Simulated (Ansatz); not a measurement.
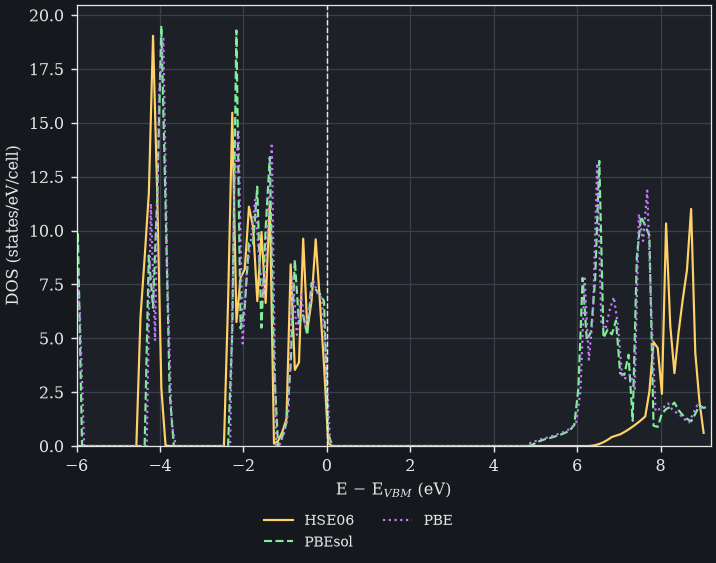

Total densities of states of HfSiO₄, space group F-43m (No. 216), 6 atoms in the cell, by three methods on the same cell. Each is counted from its own valence-band top.

How do the methods compare?

Answer. HSE06 gives a gap of 6.27 eV, PBEsol gives a gap of 4.87 eV and PBE gives a gap of 4.76 eV. In the window shown, the tallest filled peak lies at −4.2 eV in HSE06, −4.0 eV in PBEsol and −3.9 eV in PBE.

The meshes differ, so part of the difference in shape comes from the coarser one.

Settings. HSE06: DFT HSE06, scalar-relativistic, plane waves, PAW, no spin polarisation, 4×4×4 k mesh, 420 eV cutoff, Gaussian smearing of 0.02 eV (Ansatz 0.2.0). PBEsol: DFT PBEsol, scalar-relativistic, plane waves, PAW, no spin polarisation, 6×6×6 k mesh, 420 eV cutoff (Ansatz 0.2.0). PBE: DFT PBE, scalar-relativistic, plane waves, PAW, no spin polarisation, 6×6×6 k mesh, 420 eV cutoff, Gaussian smearing of 0.02 eV (Ansatz 0.2.0).

The structure is an invented one, so it need not be a known or stable phase. Spin-orbit coupling is left out, which matters for Hf.
